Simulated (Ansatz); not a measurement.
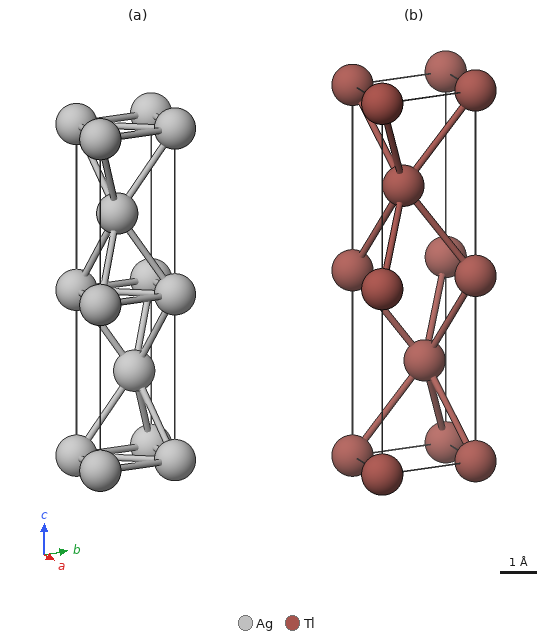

Left: a crystal of Ag (set up in P6_3/mmc). Right: the same structure after one change, at the same scale. The picture is a ball-and-stick view of the cell of the calculation, seen slightly off an axis.

Computed with Ansatz, DFT r2SCAN, scalar-relativistic, plane waves, PAW. (plane-wave cutoff 500 eV; occupations gaussian; smearing width 0.1 eV; no spin polarisation) The k-mesh is chosen for each cell (18×18×6, 12×12×4).

### What was changed?

Every silver atom is replaced by thallium, which gives Tl. Cell and atoms are relaxed again (to zero pressure within 0.1 GPa, forces under 0.01 eV/Å).

### What does the change do?

The volume per atom goes from 17.31 to 30.22 Å³. Cell: a = b 2.903 → 3.628 Å (+25.0 %), c 9.483 → 10.604 Å (+11.8 %). Volume +74.6 %. The space group stays P6_3/mmc (No. 194).
